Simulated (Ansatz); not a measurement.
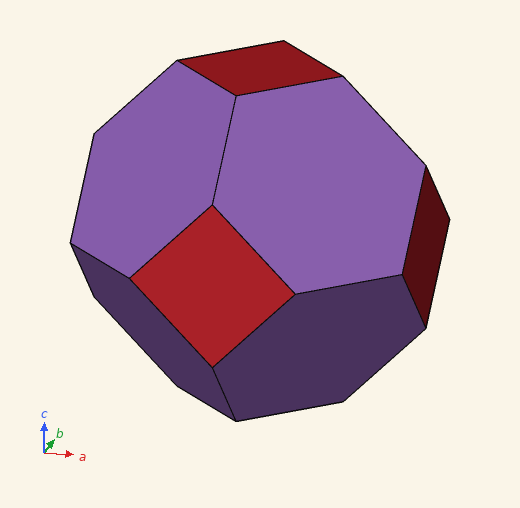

The shape was computed with the Donnay–Harker form of the Bravais–Friedel law: planes with larger spacing d grow more slowly and so show as larger faces; centring, glide planes and screw axes halve or divide d. Faces of one form share a colour. Cell of BeS: space group F-43m (No. 216), a = 4.838 Å, b = 4.838 Å, c = 4.838 Å, α = 90.00°, β = 90.00°, γ = 90.00°. Source: the geometry relaxed with DFT, PBEsol, plane waves, PAW in Ansatz 0.2.0. Forms under 0.4 % of the area are left out. Forms are taken in the Laue class: a face and its opposite count as one form.

**Index the forms that can be seen.**

purple: {111} (d = 2.79 Å, 78 % of the area); red: {200} (d = 2.42 Å, 22 % of the area).
